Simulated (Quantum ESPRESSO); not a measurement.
## Energy of MgB2 along an even scaling of the cell

System: MgB2 (3 atoms in the cell).
Method: Kohn-Sham DFT of a periodic cell, PBE, SSSP 1.3 efficiency PBE, no spin polarisation (Quantum ESPRESSO 7.5).

The 7 runs differ only in the geometry, by an even scaling of the cell at fixed fractional positions. The structure derives from an entry of the Crystallography Open Database.

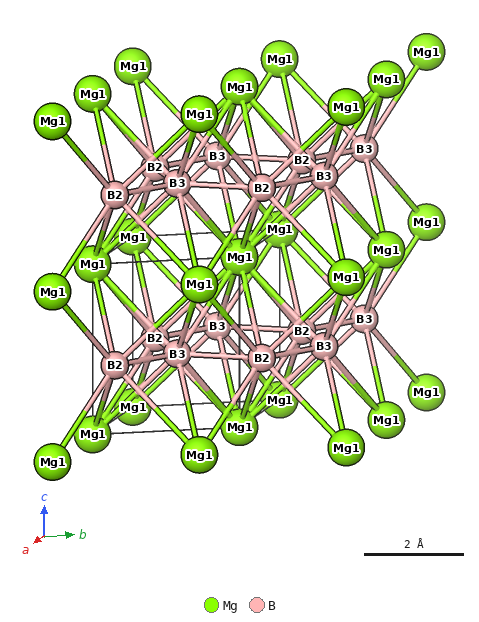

Figure 1. The structure of run 4 (ball-and-stick view of the cell of the calculation, repeated 2 × 2 × 2, seen slightly off an axis; atoms are numbered from 1 in the order of the input).

## Input of run 4
```
&CONTROL
  calculation = 'scf'
  prefix = 'pwscf'
  outdir = './tmp'
  pseudo_dir = './pseudo'
  tprnfor = .true.
  tstress = .true.
  disk_io = 'nowf'
/
&SYSTEM
  ibrav = 0
  nat = 3
  ntyp = 2
  ecutwfc = 55
  ecutrho = 440
  nbnd = 9
  occupations = 'smearing'
  smearing = 'fd'
  degauss = 0.00367493
/
&ELECTRONS
  conv_thr = 6d-10
  electron_maxstep = 120
  mixing_beta = 0.5
/
ATOMIC_SPECIES
Mg    24.3050 Mg.pbe-n-kjpaw_psl.0.3.0.UPF
B     10.8100 b_pbe_v1.4.uspp.F.UPF
CELL_PARAMETERS angstrom
   3.0850000000    0.0000000000    0.0000000000
  -1.5425000000    2.6716883707    0.0000000000
   0.0000000000    0.0000000000    3.5230000000
ATOMIC_POSITIONS crystal
Mg     0.0000000000    0.0000000000    0.0000000000
B      0.6666666667    0.3333333333    0.5000000000
B      0.3333333333    0.6666666667    0.5000000000
K_POINTS automatic
10 10 8 0 0 0
```

Command:
```bash
OMP_NUM_THREADS=1 pw.x -in pw.in > pw.out
```

Run 6 differs from it as follows:
```diff
-   3.0850000000    0.0000000000    0.0000000000
-  -1.5425000000    2.6716883707    0.0000000000
-   0.0000000000    0.0000000000    3.5230000000
+   3.1255967608    0.0000000000    0.0000000000
+  -1.5627983804    2.7068461969    0.0000000000
+   0.0000000000    0.0000000000    3.5693605797
```

## Results, with one run withheld

| run | volume per atom (Å³) | free energy per atom, from the lowest run given (meV) | pressure (GPa) |
| --- | --- | --- | --- |
| 1 | 9.098 | 13.01 | 8.87 |
| 2 | 9.292 | 4.47 | 5.12 |
| 3 | 9.485 | 0.26 | 1.70 |
| 4 | 9.679 | 0.00 | −1.41 |
| 5 | 9.873 | 3.33 | −4.24 |
| 6 | 10.066 | ? | ? |
| 7 | 10.260 | 19.52 | −9.17 |

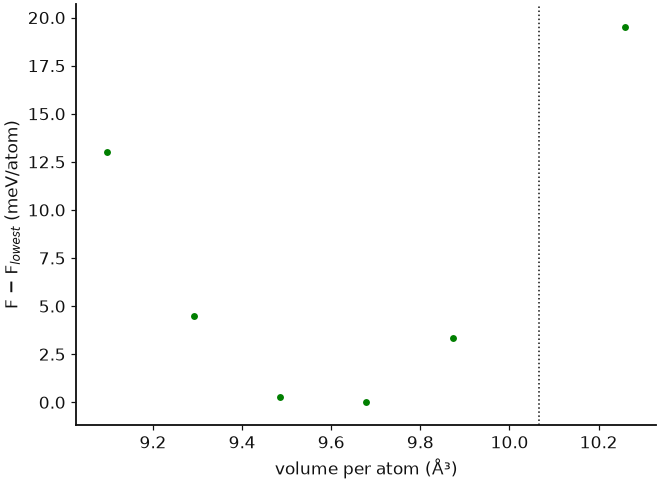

Figure 2. Free energy per atom of the runs given; the dotted line marks run 6.

Fit the runs given and predict run 6.

A cubic polynomial in V^(−2/3) (the Birch–Murnaghan form), fitted to the 6 runs given, misses them by at most 0.01 meV per atom. With x = V^(−2/3) − 0.22136 Å⁻², it reads F = −0.34669 − 41.995 x + 2.1053e+05 x² − 2.0115e+05 x³ (meV per atom). At run 6 it gives 9.91 meV per atom, and the run itself gives 9.93. The slope of the fit gives a pressure −dF/dV of −6.73 GPa there, and the run prints −6.82 GPa. The two needn't agree exactly: the fit is approximate, and the printed stress is taken on a finite basis. The fit has its minimum at 9.595 Å³ per atom, where V d²F/dV² gives 153 GPa. Cell shape and fractional positions are held, so this is the stiffness under even scaling; the relaxed bulk modulus wasn't computed.

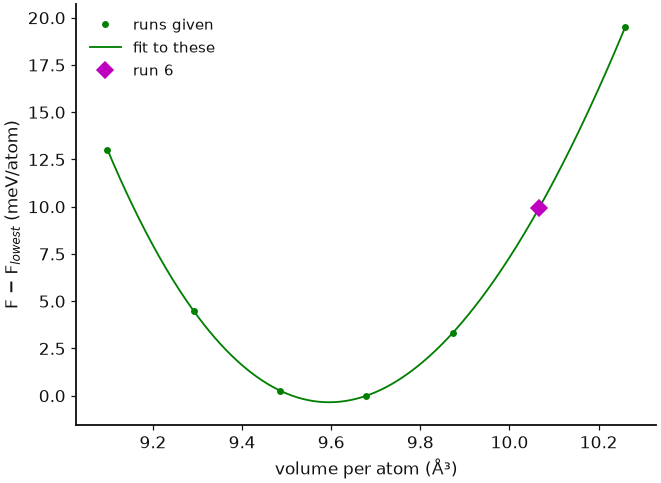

Figure 3. The fit and the withheld run.

## Some lines of the output (run 6)
```
[...]
     unit-cell volume          =     203.7903 (a.u.)^3
     number of k points=    70  Fermi-Dirac smearing, width (Ry)=  0.0037
     total energy              =     -46.38087465 Ry
     total energy              =     -46.43053774 Ry
     total energy              =     -46.43162076 Ry
     total energy              =     -46.43179341 Ry
     total energy              =     -46.43181744 Ry
     total energy              =     -46.43181839 Ry
     total energy              =     -46.43181848 Ry
     the Fermi energy is     7.2753 ev
!    total energy              =     -46.43181848 Ry
     The total energy is F=E-TS. E is the sum of the following terms:
     Computing stress (Cartesian axis) and pressure
          total   stress  (Ry/bohr**3)                   (kbar)     P=      -68.22
```
